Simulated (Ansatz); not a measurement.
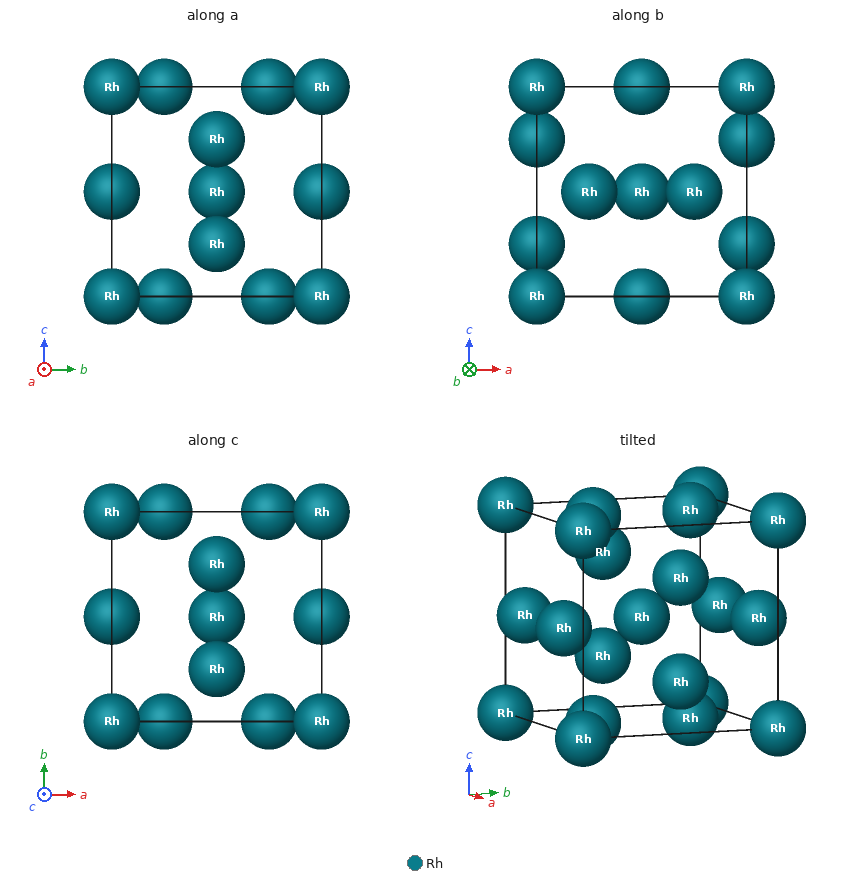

A spheres-only rendering, viewed along the a axis, along the b axis, along the c axis and slightly off an axis. The conventional unit cell is outlined; an atom on or near a face, edge or corner is repeated at each equivalent position.

Lattice parameters: a = 4.908 Å, b = 4.908 Å, c = 4.908 Å, α = 90.00°, β = 90.00°, γ = 90.00°. Put a along x and b in the xy plane.

> Express the structure as a POSCAR file.

```
Rh
1.0
     4.908    0.000    0.000
     0.000    4.908    0.000
     0.000    0.000    4.908
Rh
8
Direct
  0.0000 0.0000 0.0000
  0.5000 0.5000 0.5000
  0.2500 0.0000 0.5000
  0.7500 0.0000 0.5000
  0.5000 0.2500 0.0000
  0.5000 0.7500 0.0000
  0.0000 0.5000 0.2500
  0.0000 0.5000 0.7500
```

Origin of the cell: a structure type filled with this element by a generator (whether the element takes this form wasn't checked). Earlier steps of the study may have refined or changed the cell and positions. Ansatz was used for an electronic-structure calculation on it.
